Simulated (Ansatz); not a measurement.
# Ta8N9: what the fields show

Ta8N9, 68 atoms, a = 9.03 Å, b = 9.03 Å, c = 9.03 Å, α = 90.00°, β = 90.00°, γ = 90.00°.

Space group F-43m; a generated structure, not necessarily the stable one; computed without spin polarisation.

These are results of DFT PBE, scalar-relativistic, plane waves, PAW (Ansatz), not measurements.

In a PAW calculation such maps are meaningful between the atoms, not at the nuclei.

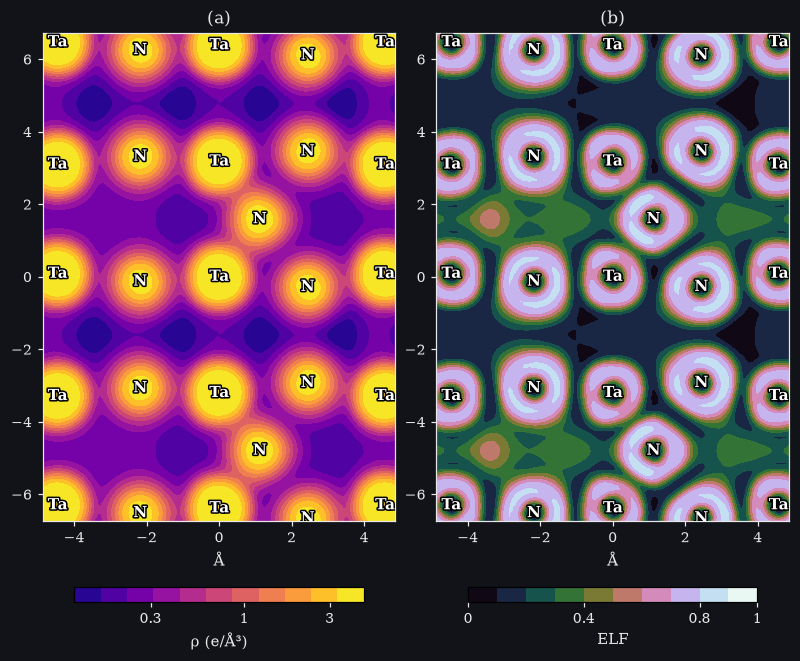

Figure 1. (a) valence charge density (pseudo); (b) ELF on the (110) plane of the conventional cell.

What does the map show?

Answer.
- Atoms in the plane: Ta and N.
- Ta–N (1.95 Å): the density is about 1.1 e/Å³ at the midpoint; the ELF peaks at about 0.85 in the valence shell of N, 0.6 Å from its nucleus, and is about 0.35 at the midpoint.
- Ta–Ta (3.01 Å): ρ is about 0.26 e/Å³ halfway; the ELF is about 0.30 at the midpoint: no localised pair shows between them.
- Ta–N (2.18 Å): ρ is about 0.59 e/Å³ halfway; the ELF peaks at about 0.80 in the valence shell of N, 0.7 Å from its nucleus, and is about 0.20 at the midpoint (no localised pair shows between them).
- Between the atoms the lowest density in this plane is 0.11 e/Å³.
- The features right at Ta lie inside the PAW spheres, where the map follows smoothed inner orbitals and isn't to be read closely.

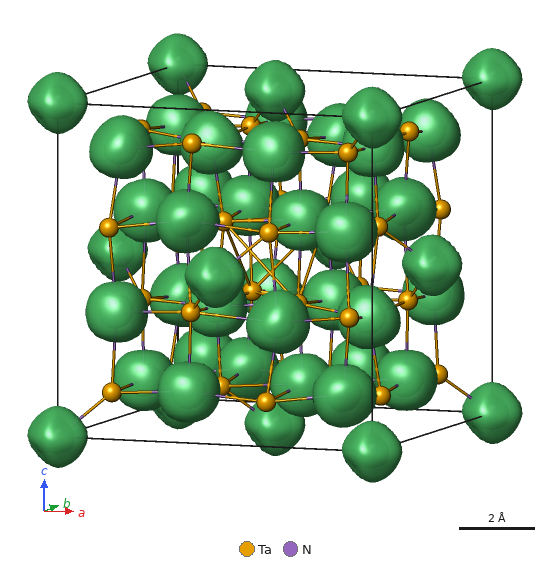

Figure 2. Isosurface of the ELF at 0.7 (green), seen slightly off an axis. Core shells and regions of very low density are left out. Sticks mark near contacts.

Describe the localisation domains.

Answer. The ELF exceeds this value in 36 regions wrapped around N (the valence shell of each), counted in one cell of 68 atoms. Regions shared between cells count once.

Does the calculation make it a metal, or give it a gap?

Answer. It is gapless in this calculation (a metal or semimetal); semilocal functionals without U, or without the true magnetic order, often close the gap of such compounds.
